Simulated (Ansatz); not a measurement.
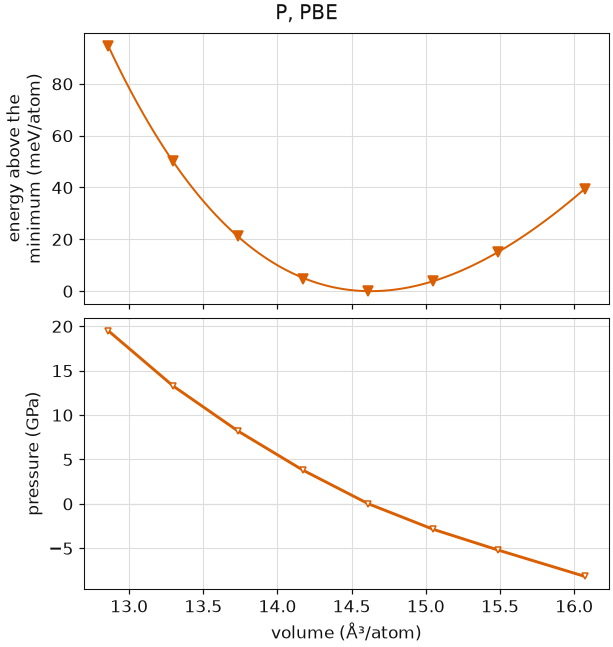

Plotted: energy above the minimum and pressure against volume for P, space group Pm-3m (No. 221).

Starting cell:
```xyz
1
Lattice="2.4473 0.0000 0.0000 0.0000 2.4473 0.0000 0.0000 0.0000 2.4397" Properties=species:S:1:pos:R:3 pbc="T T T"
P     0.0000    0.0000    1.2198
```

Method: third-order Birch-Murnaghan fit to density functional energies at scaled volumes of the given relaxed cell, shape and atoms relaxed at each volume; energies count from the fitted minimum; plane waves with PAW datasets, Γ-centred k mesh (Ansatz 0.2.0). Level: PBE, no spin polarisation.

- wave cutoff: 420 eV
- k mesh: 22×22×24
- occupations: Gaussian
- smearing width: 0.1 eV

> What equilibrium volume and bulk modulus follow from the curve?

A third-order Birch–Murnaghan fit gives V0 = 14.63 Å³/atom, B0 = 108 GPa and B′ = 5.3.

> Read off the course of the pressure.

It falls from 19.52 GPa at volume 12.858 Å³/atom to −8.18 GPa at 16.073 Å³/atom, and changes sign near 14.61 Å³/atom.

> Is there a gap?

No, the levels on the k mesh show a metal at every point.
